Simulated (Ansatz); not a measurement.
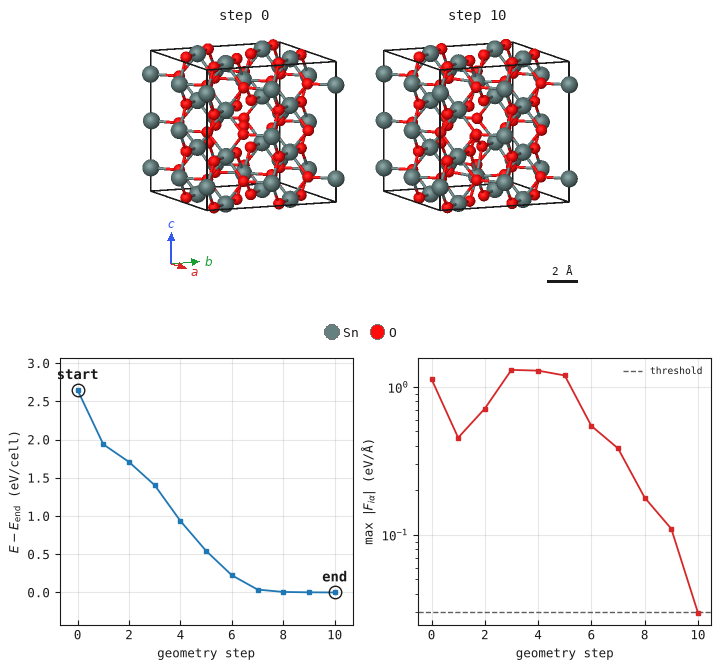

First and last geometry of a relaxation of a defect cell of composition Sn23O49 (cell charge +2), with the history of the run. The picture is a ball-and-stick view of the cell of the calculation (origin shifted), seen slightly off an axis.

Computed with Ansatz, DFT, PBEsol, PAW, plane waves. Settings: plane-wave cutoff 420 eV; k-point mesh 1 × 1 × 1; mesh shifted by (0.25, 0.25, 0.25); collinear spin; atoms relaxed in a fixed cell; force threshold 0.03 eV/Å; at most 80 steps.

### Read the history and describe the run.

It converged. The atom that moves furthest is an O atom (0.72 Å roughly along −c). Largest moves by element: O 0.72 Å, Sn 0.25 Å. The cell stays as it was. Among the contacts that change: O–O 2.095 → 1.349 Å, O–O 2.046 → 1.346 Å, O–Sn 2.050 → 2.417 Å, O–Sn 2.086 → 2.429 Å. New bonds form, among them: O–O (2.05 → 1.35 Å), O–O (2.10 → 1.35 Å). Bond angles that change, for instance: O–Sn–O 78.5° → 58.4°, Sn–O–Sn 131.1° → 118.5°, O–Sn–O 177.7° → 166.8°. After 10 geometry steps the energy has fallen by 2.648 eV per cell of the calculation. The largest force component goes from 1.1 to 0.03 eV/Å. The program noted that the starting moments weren't kept. The run may lie on a higher electronic state than the lowest, so the end point isn't shown to be the ground-state structure. The run took 24 s on 1 × NVIDIA GB200 with 8 threads of Arm Neoverse-V2, peak memory 2.3 GiB.

| step | E − E(0), meV/atom | largest force component, eV/Å |
| --- | --- | --- |
| 0 | 0.00 | 1.1310 |
| 1 | -9.85 | 0.4539 |
| 2 | -13.06 | 0.7142 |
| 3 | -17.29 | 1.3054 |
| 4 | -23.79 | 1.2902 |
| 5 | -29.22 | 1.1971 |
| 6 | -33.64 | 0.5453 |
| 7 | -36.25 | 0.3844 |
| 8 | -36.68 | 0.1784 |
| 9 | -36.75 | 0.1098 |
| 10 | -36.78 | 0.0297 |

Limits of the set-up: the cell is charged, on a uniform background, and energies carry no finite-size correction.
